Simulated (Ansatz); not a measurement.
**SnO2: a changed input and its effect**

System: SnO2 (12 atoms in the cell).
Method of run A: DFT, PBE, dispersion d3bjatm, plane waves, PAW, spin-polarised (Ansatz 0.2.0).

The structure was made by a generator, so it may or may not be a known phase. Text and figures count atoms from 1; the logs count them from 0 in places.

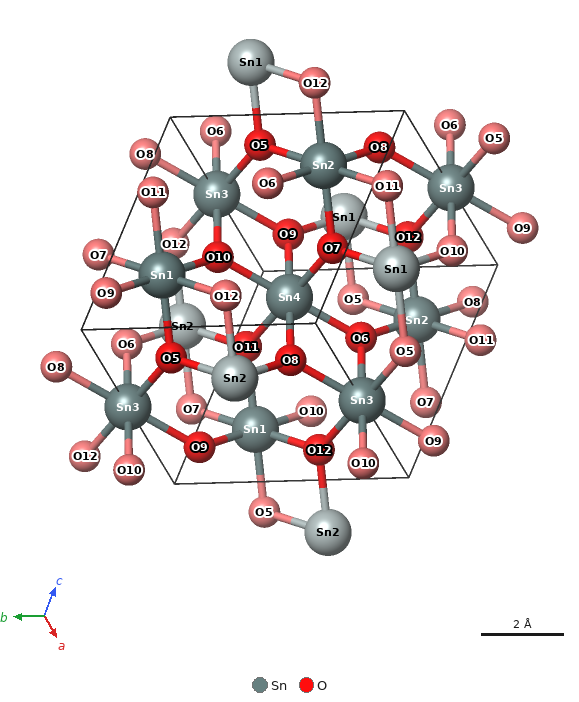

**Figure 1.** The structure as given in the input (ball-and-stick view of the cell of the calculation, seen at an oblique angle; neighbours outside the cell are drawn fainter; atoms are numbered from 1 in the order of the input). An atom can appear more than once, as a periodic image. Near neighbours in the periodic cell (some may lie outside the picture): Sn has 6 O at 2.09 Å; O has 3 Sn at 2.09 Å.

**Input file, run A**
```yaml
crystal:
  lattice:
    - [-3.2382539508, 3.413489471, 3.413520788]
    - [3.2382539508, -3.413489471, 3.413520788]
    - [3.2382539508, 3.413489471, -3.413520788]
  atoms:
    - { symbol: Sn, position: [0.9999994769, 0.7499994769, 0.25] }
    - { symbol: Sn, position: [5.231e-07, 0.2500005231, 0.75] }
    - { symbol: Sn, position: [0.5, 0.0, 0.0] }
    - { symbol: Sn, position: [0.5, 0.5, 0.5] }
    - { symbol: O, position: [0.1934204716, 0.6934207181, 2.465e-07] }
    - { symbol: O, position: [0.6934247751, 0.2500025464, 0.4434222287] }
    - { symbol: O, position: [0.1934204716, 0.1934202251, 0.4999997535] }
    - { symbol: O, position: [0.3065803177, 0.2500025464, 0.0565777713] }
    - { symbol: O, position: [0.6934196823, 0.7499974536, 0.9434222287] }
    - { symbol: O, position: [0.3065752249, 0.7499974536, 0.5565777713] }
    - { symbol: O, position: [0.8065795284, 0.8065797749, 0.5000002465] }
    - { symbol: O, position: [0.8065795284, 0.3065792819, 0.9999997535] }
basis:
  ecutwfc: 420
kpoints:
  mp_grid: { grid: [6, 6, 6] }
hamiltonian:
  xc: pbe
  dispersion: d3bjatm
scf:
  occupations: { method: fixed }
output:
  forces: true
  eigenvalues: true
  stress: true
relax:
  adjacent_minimum: "off"
  f_tol: 0.001
  max_steps: 60
  cell: { stress_tol: 0.01 }
magnetization:
  spin_polarized: true
```

Command:
```bash
ansatz run input.yaml --threads 1 --pin off --max-ram 2560MiB --backend cpu --events-out ev --progress --plain --runs-dir out
```

Hardware: 1 thread of Arm Neoverse V2, 24 GiB of memory available, shared host.

**Output, shortened to warnings, some set-up lines, iterations and results (run A)**
```
Warning: the atoms were moved onto the symmetric positions of the space group found under crystal.symmetry.tolerance 1.0e-5 (fractional; no operation is sought that the atoms, as they stand in a round, miss by more than twice it, and no atom is moved by as much as it), and the run uses the moved positions. Before a round's move an operation carried an atom to 3.48e-5 Å from where it should land, …
Warning: 16 symmetry operations that the atoms keep within the bar at which the run's group was sought (crystal.symmetry.tolerance 1.0e-5, or twice it) were not taken beside the 16 unitary ones that the detection took (of a slab, those that keep its plane). If the more symmetric cell is meant, write the vectors of crystal.lattice to more decimals, or, with the positions in fractional coordinates, …
Basis set: ecut = 420 eV, 2975 PW (Γ), exchange–correlation on 80×80×80 points (8 copies of the dense FFT grid, shifted against one another)
Symmetry: 16 space group operations
k-points: 46 of 216
Initial density: superposition of atomic densities (chi_scale 0.1, normalization cell, long waves kept (reshape's long-wave potential 0.00 eV rms))
[...]
SCF iter   1: F=—  HF=-28640.222477 eV  |F-HF|=—  |Δ(HF+E_count)|=         —  Δρ=4.18e-2 (↑4.18e-2 ↓4.18e-2)  dr2=7.55e0  dr2_m=0.00e0  M=0.000 μB ∫|m|=0.000 μB  β_m=0.30  …
SCF iter   2: F=—  HF=-28638.904074 eV  |F-HF|=—  |Δ(HF+E_count)|=    1.32e0  Δρ=2.69e-2 (↑2.69e-2 ↓2.69e-2)  dr2=2.70e0  dr2_m=0.00e0  M=0.000 μB ∫|m|=0.000 μB  β_m=0.51  …
SCF iter   3: F=—  HF=-28638.332413 eV  |F-HF|=—  |Δ(HF+E_count)|=   5.72e-1  Δρ=7.60e-3 (↑7.60e-3 ↓7.60e-3)  dr2=2.17e-1  dr2_m=0.00e0  M=0.000 μB ∫|m|=0.000 μB  β_m=0.61  …
SCF iter   4: F=—  HF=-28638.318093 eV  |F-HF|=—  |Δ(HF+E_count)|=   1.43e-2  Δρ=1.36e-3 (↑1.36e-3 ↓1.36e-3)  dr2=8.32e-3  dr2_m=0.00e0  M=0.000 μB ∫|m|=0.000 μB  β_m=0.73  …
SCF iter   5: F=—  HF=-28638.326152 eV  |F-HF|=—  |Δ(HF+E_count)|=   8.06e-3  Δρ=4.24e-4 (↑4.24e-4 ↓4.24e-4)  dr2=8.44e-4  dr2_m=0.00e0  M=0.000 μB ∫|m|=0.000 μB  β_m=0.87  …
[... 58 lines ...]
SCF iter   6: F=—  HF=-28638.344405 eV  |F-HF|=—  |Δ(HF+E_count)|=  2.18e-11  Δρ=1.07e-7 (↑1.07e-7 ↓1.07e-7)  dr2=6.11e-11  dr2_m=0.00e0  M=0.000 μB ∫|m|=0.000 μB  β_m=0.75  …
SCF iter   7: F=—  HF=-28638.344405 eV  |F-HF|=—  |Δ(HF+E_count)|=  2.55e-11  Δρ=3.39e-8 (↑3.39e-8 ↓3.39e-8)  dr2=6.57e-12  dr2_m=0.00e0  M=0.000 μB ∫|m|=0.000 μB  β_m=0.78  …
SCF iter   8: F=-28638.344405 eV  HF=-28638.344405 eV  |F-HF|=0.00e0  |Δ(HF+E_count)|=    0.00e0  Δρ=7.64e-9 (↑7.64e-9 ↓7.64e-9)  dr2=2.98e-13  dr2_m=0.00e0  M=0.000 μB …
SCF 9 converged in 8 iterations: F = -28638.344405 eV  dr2 = 2.98e-13
relax step   9: F+E_penalty+E_count = -28638.34440509 eV  Δ(F+E_penalty+E_count) = +5.494e-4 eV  max|allowed force component| = 8.797e-5 eV/Å  Δτ_max = 0.0000 Å  P = +0.000 …
basis re-selected at this cell: Δ(F+E_penalty+E_count) = +5.494e-4 eV, ΔP = -0.003 GPa vs the last step (what re-selecting the basis moved, of the pressure what is left beyond the Pulay correction that the steps carried, after the strain that the cell walked since its last selection, with what the …
SCF converged after 8 iterations
Magnetization: 0.0000 μB (52.0000 up, 52.0000 down)
Absolute magnetization: 0.0000 μB (∫|ρ↑−ρ↓|)
Spin contamination: 0.0000 ħ² per cell (⟨S²⟩ above its minimum at these occupations)
Per-site moments (μB) at R_I (Å): [(0.0, 0.8570553002311676), (0.0, 0.8570553002311678), (0.0, 0.857055346342554), (0.0, 0.8570553463425539), (0.0, 0.857055346342554), (0.0, 0.8570553002311678), (0.0, 0.8570553463425539), (0.0, 0.857055300231168), (0.0, 0.8570553002311676), (0.0, …
Free energy (F): -28638.344405 eV
Harris-Foulkes:  -28638.344405 eV  (|F-HF|=0.00e0)
Internal energy: -28638.344405 eV  (E = F + TS)
E sigma→0 (E₀):  -28638.344405 eV
Fermi energy:    8.957659 eV
--- Per-component energies (eV) ---
  E_band       = -287.446219
  E_kinetic    = 2159.624871
  E_local      = -5862.209576  (includes V_loc(G=0)·N_el)
  E_nonlocal   = 268.188637
  E_hartree    = 3025.683504
  E_xc         = -2107.327428
  E_vxc        = -1124.510434  (∫ρ·V_xc dr)
  E_paw        = -17857.789751  (= ΣΔE_a)
  E_vpaw       = -1779.926613  (= ΣTr[D̂ρ^β])
  E_aug_tail   = 0.019867  (compensation charges beyond the density's cutoff)
  E_ewald      = -8262.110926
  E_disp       = -2.423602  (pairwise vdW)
  E_smearing   = -0.000000  (= −TS)
  E_closure    = 0.000000  (closes the sum)
  Σ components = -28638.344405   (vs F -28638.344405, Δ=0.00e0)
--- Forces (eV/Å), atoms counted from 1 ---
  atom   1  Sn     0.00000000    -0.00000000     0.00000000
  atom   2  Sn     0.00000000    -0.00000000    -0.00000000
  atom   3  Sn     0.00000000    -0.00000000    -0.00000000
  atom   4  Sn     0.00000000    -0.00000000    -0.00000000
  atom   5  O      0.00000000     0.00000000    -0.00008361
  atom   6  O      0.00000000    -0.00008797     0.00000000
  atom   7  O      0.00000000     0.00000000    -0.00008361
  atom   8  O      0.00000000     0.00008797     0.00000000
  atom   9  O      0.00000000    -0.00008797     0.00000000
[...]
```

For run B the input was changed thus:
```diff
-  dispersion: d3bjatm
-magnetization:
-  spin_polarized: true
```

Predict how the results change.

The total energies belong to different models, so their difference says nothing on which is more stable or more accurate. The gap on the mesh goes from 0.82 to 0.68 eV. The volume per atom goes from 12.39 to 12.58 Å³. The SCF takes 14 iterations over all geometry steps against 50. On the same kind of shared host run B took about 0.23 times as long. The two runs start from different initial densities, which also moves the count.

**Output, shortened to warnings, some set-up lines, iterations and results (run B)**
```
Warning: the atoms were moved onto the symmetric positions of the space group found under crystal.symmetry.tolerance 1.0e-5 (fractional; no operation is sought that the atoms, as they stand in a round, miss by more than twice it, and no atom is moved by as much as it), and the run uses the moved positions. Before a round's move an operation carried an atom to 3.48e-5 Å from where it should land, …
Warning: 16 symmetry operations that the atoms keep within the bar at which the run's group was sought (crystal.symmetry.tolerance 1.0e-5, or twice it) were not taken beside the 16 unitary ones that the detection took (of a slab, those that keep its plane). If the more symmetric cell is meant, write the vectors of crystal.lattice to more decimals, or, with the positions in fractional coordinates, …
Basis set: ecut = 420 eV, 2975 PW (Γ), exchange–correlation on 80×80×80 points (8 copies of the dense FFT grid, shifted against one another)
Symmetry: 16 space group operations
k-points: 46 of 216
Initial density: superposition of atomic densities (neutral atoms: chi_scale 0, normalization atom), corrected by the library's trained network
[...]
SCF iter   1: F=—  HF=-28635.934728 eV  |F-HF|=—  |Δ(HF+E_count)|=         —  Δρ=1.38e-3  dr2=1.48e-3  ethr=1.77e-3  ⟨swp⟩=4.2  Hψ=10452  notcnv=0  defer=447
SCF iter   2: F=—  HF=-28635.938233 eV  |F-HF|=—  |Δ(HF+E_count)|=   3.51e-3  Δρ=7.14e-4  dr2=3.33e-4  ethr=1.43e-6  ⟨swp⟩=2.6  Hψ=5987  notcnv=0  defer=453
SCF iter   3: F=—  HF=-28635.938627 eV  |F-HF|=—  |Δ(HF+E_count)|=   3.95e-4  Δρ=3.49e-4  dr2=8.99e-5  ethr=3.20e-7  ⟨swp⟩=2.0  Hψ=3679  notcnv=0  defer=447
SCF iter   4: F=—  HF=-28635.938869 eV  |F-HF|=—  |Δ(HF+E_count)|=   2.42e-4  Δρ=1.09e-4  dr2=1.38e-5  ethr=8.64e-8  ⟨swp⟩=2.2  Hψ=3569  notcnv=0  defer=397
SCF iter   5: F=—  HF=-28635.938881 eV  |F-HF|=—  |Δ(HF+E_count)|=   1.12e-5  Δρ=2.33e-5  dr2=9.10e-7  ethr=1.32e-8  ⟨swp⟩=2.0  Hψ=3689  notcnv=0  defer=411
[...]
SCF 1 converged in 7 iterations: F = -28635.938881 eV  dr2 = 7.98e-9
[...]
SCF iter   5: F=—  HF=-28635.938881 eV  |F-HF|=—  |Δ(HF+E_count)|=  5.09e-11  Δρ=2.42e-7  dr2=8.38e-11  ethr=1.00e-12  ⟨swp⟩=2.0  Hψ=3754  notcnv=0  defer=447
SCF iter   6: F=—  HF=-28635.938881 eV  |F-HF|=—  |Δ(HF+E_count)|=  5.46e-11  Δρ=1.76e-7  dr2=3.24e-11  ethr=1.00e-12  ⟨swp⟩=1.0  Hψ=2636  notcnv=0  defer=447
SCF iter   7: F=-28635.938881 eV  HF=-28635.938881 eV  |F-HF|=7.28e-12  |Δ(HF+E_count)|=    0.00e0  Δρ=6.04e-8  dr2=3.93e-12  ethr=1.00e-12  ⟨swp⟩=13.7  Hψ=18319  notcnv=0
SCF 2 converged in 7 iterations: F = -28635.938881 eV  dr2 = 3.93e-12
relax step   2: F+E_penalty+E_count = -28635.93888077 eV  Δ(F+E_penalty+E_count) = -5.220e-9 eV  max|allowed force component| = 2.445e-4 eV/Å  Δτ_max = 0.0000 Å  P = +0.001 …
basis re-selected at this cell: Δ(F+E_penalty+E_count) = -5.220e-9 eV, ΔP = +0.000 GPa vs the last step (what re-selecting the basis moved, of the pressure what is left beyond the Pulay correction that the steps carried, after the strain that the cell walked since its last selection, with what the …
SCF converged after 7 iterations
Free energy (F): -28635.938881 eV
Harris-Foulkes:  -28635.938881 eV  (|F-HF|=7.28e-12)
Internal energy: -28635.938881 eV  (E = F + TS)
E sigma→0 (E₀):  -28635.938881 eV
Fermi energy:    8.741403 eV
--- Per-component energies (eV) ---
  E_band       = -309.481986
  E_kinetic    = 2155.972125
  E_local      = -5927.174333  (includes V_loc(G=0)·N_el)
  E_nonlocal   = 267.671766
  E_hartree    = 3047.915695
  E_xc         = -2106.477985
  E_vxc        = -1123.306003  (∫ρ·V_xc dr)
  E_paw        = -17856.700196  (= ΣΔE_a)
  E_vpaw       = -1778.496730  (= ΣTr[D̂ρ^β])
  E_aug_tail   = 0.019727  (compensation charges beyond the density's cutoff)
  E_ewald      = -8217.165681
  E_smearing   = -0.000000  (= −TS)
  E_closure    = -0.000000  (closes the sum)
  Σ components = -28635.938881   (vs F -28635.938881, Δ=0.00e0)
--- Forces (eV/Å), atoms counted from 1 ---
  atom   1  Sn    -0.00000000    -0.00000000     0.00000000
  atom   2  Sn     0.00000000    -0.00000000     0.00000000
  atom   3  Sn    -0.00000000    -0.00000000    -0.00000000
  atom   4  Sn    -0.00000000    -0.00000000     0.00000000
  atom   5  O     -0.00000000     0.00000000     0.00014650
  atom   6  O     -0.00000000    -0.00024454     0.00000000
  atom   7  O     -0.00000000     0.00000000     0.00014650
  atom   8  O      0.00000000     0.00024454     0.00000000
  atom   9  O     -0.00000000    -0.00024454     0.00000000
  atom  10  O      0.00000000     0.00024454     0.00000000
  atom  11  O      0.00000000    -0.00000000    -0.00014650
  atom  12  O      0.00000000     0.00000000    -0.00014650
  max |Σ_I F_I| component: 1.04e-17 eV/Å
--- Stress (GPa, compression-positive) ---
       -0.004137       0.000000       0.000000
        0.000000       0.005706      -0.000000
        0.000000      -0.000000       0.002195
  P = ⅓ Tr σ = 0.0013 GPa (0.013 kbar)
--- Relaxed structure (1 steps of the walk, 1 accepted, 1 SCFs on fresh bases) ---
[...]
```

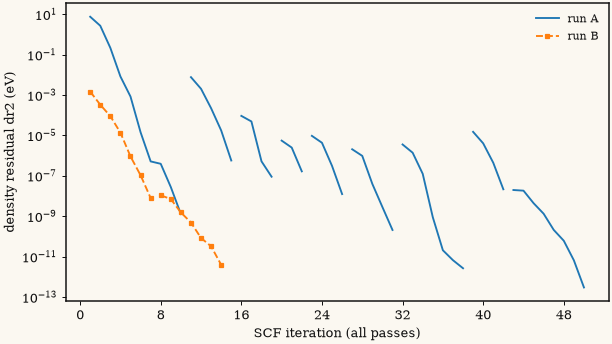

**Figure 2.** Convergence of the two runs: density residual dr2 against the SCF iteration. A break in a curve parts two SCF passes. Run A takes 50 iterations in all, and run B takes 14.

**The two runs side by side**

| quantity | run A | run B |
| --- | --- | --- |
| outcome | converged | converged |
| free energy per atom (eV) | −2386.5287 | −2386.3282 |
| gap on the mesh (eV) | 0.82 | 0.68 |
| net moment of the cell (μB) | 0.00 | – |
| absolute moment of the cell (μB) | 0.00 | – |
| pressure (GPa) | 0.00 | 0.00 |
| volume per atom (Å³) | 12.39 | 12.58 |
| largest force (eV/Å) | 0.000 | 0.000 |
| SCF iterations | 50 | 14 |
| irreducible k-points | 46 | 46 |
| wall time (shared host) | 4.2 min | 57 s |

For run A: Warnings: near-symmetries of the structure were not used; spin is on but no starting moments are given; the structure was made exactly symmetric. For run B: Warnings: near-symmetries of the structure were not used; the structure was made exactly symmetric.
